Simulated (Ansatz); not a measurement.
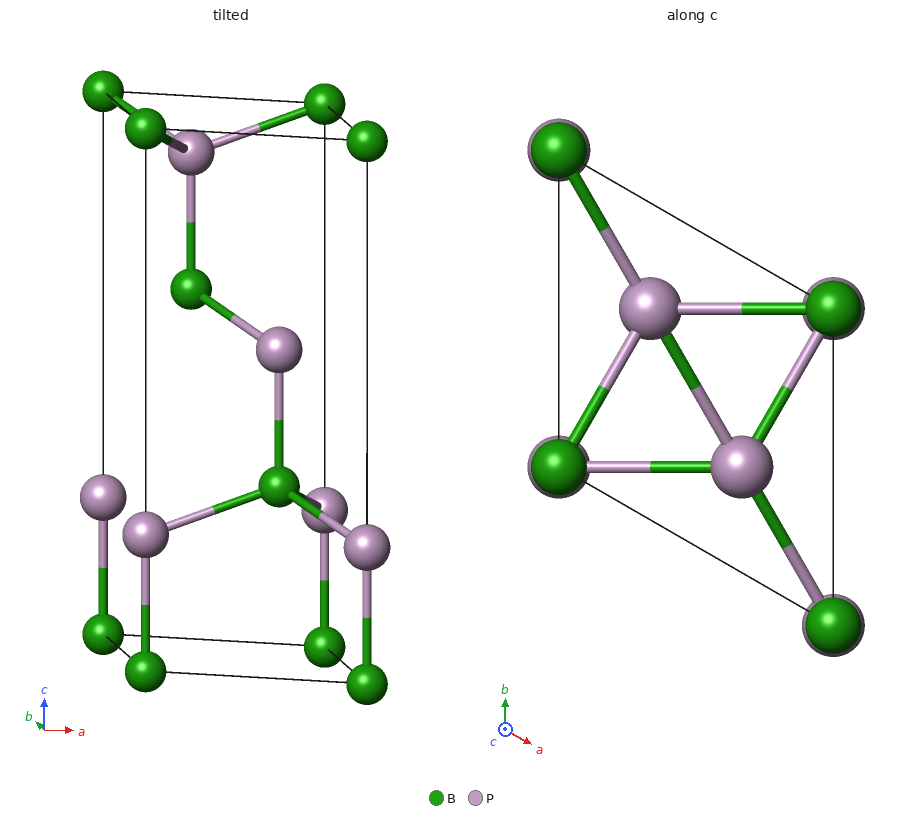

View slightly off an axis and along the c axis, drawn as a ball-and-stick model. Lines trace the edges of the conventional unit cell.

BP, space group R3m (No. 160), a = 3.336 Å, b = 3.336 Å, c = 7.807 Å, α = 90.00°, β = 90.00°, γ = 120.00°. Starting structure: a structure type filled with these elements by a generator (whether the compound takes this form wasn't checked). The cell was then strained or its atoms displaced on purpose. It went into a calculation with Ansatz.

This one geometry was computed with Ansatz (DFT, plane waves, PAW) at three levels of theory: HSE06, r2SCAN and PBE. It was relaxed with r2SCAN and then strained.

Q: Which level gives the highest pressure at this volume, and what does that say about its equilibrium volume?

A: Highest: PBE (-8.9 GPa), which points to the largest equilibrium volume. Lowest, with the smallest volume: HSE06 (-11.7 GPa). Levels within 0.5 GPa of each other can't be told apart.

Q: How does the band gap change with the level of theory?

A: PBE: a gap of 1.11 eV, indirect; r2SCAN: a gap of 1.27 eV, indirect; HSE06: a gap of 1.83 eV, indirect.

Q: Collect the results in a table.

A:
| level | cutoff (eV) | k-mesh of the run's cell | gap (eV) | pressure (GPa) |
| --- | --- | --- | --- | --- |
| HSE06 | 420 | 6×6×6 | 1.83 | -11.7 |
| r2SCAN | 500 | 10×10×10 | 1.27 | -10.4 |
| PBE | 420 | 10×10×10 | 1.11 | -8.9 |

Gaps are taken on the k-mesh or band path of each run.
